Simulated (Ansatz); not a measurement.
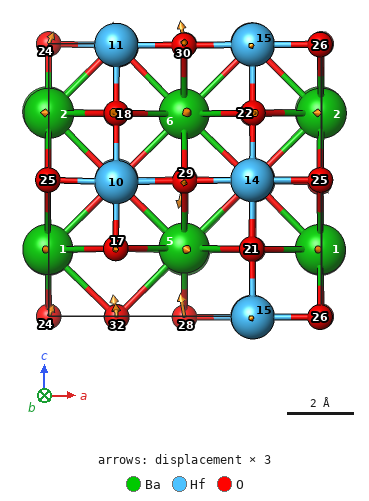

A relaxation of a defect cell of composition Ba₇Hf₈O₂₃. The starting structure is drawn; orange arrows show the displacements, magnified 3 times.

Style: ball-and-stick. Shown: the cell of the calculation (origin shifted), along the b axis.

These are results of DFT, PBEsol, PAW, plane waves in Ansatz 0.2.0, not measurements. Settings: plane-wave cutoff 420 eV; k-point mesh 1 × 1 × 1; mesh shifted by (0.25, 0.25, 0.25); no spin polarisation; atoms relaxed in a fixed cell; force threshold 0.03 eV/Å; at most 80 steps.

Atoms of which element are displaced furthest, and by how much?

Oxygen: up to 0.31 Å, against 0.18 Å for barium.

What did the optimiser do to the structure, and how much energy did it gain?

The energy falls by 3.135 eV per cell of the calculation in 5 geometry steps. The largest force component goes from 5 to 0.014 eV/Å. The largest move is that of an O atom, 0.31 Å roughly along [−1 0 −3]. Largest moves by element: O 0.31 Å, Ba 0.18 Å, Hf 0.14 Å. The lattice vectors keep their values. Some distances before and after: Ba–O 2.876 → 3.211 Å, Ba–O 2.944 → 3.213 Å, Ba–O 2.980 → 3.211 Å, Ba–O 2.999 → 3.214 Å. Among the angles between lasting bonds that change: O–Hf–O 177.9° → 159.8°, O–Hf–O 177.4° → 159.8°, Hf–O–Hf 178.6° → 161.3°. Cost: 35 s on 8 threads of Arm Neoverse-V1, peak memory 1.2 GiB.

Limits of the set-up: the periodic images lie only 8.3 Å apart, so the values are limited by the cell's size.
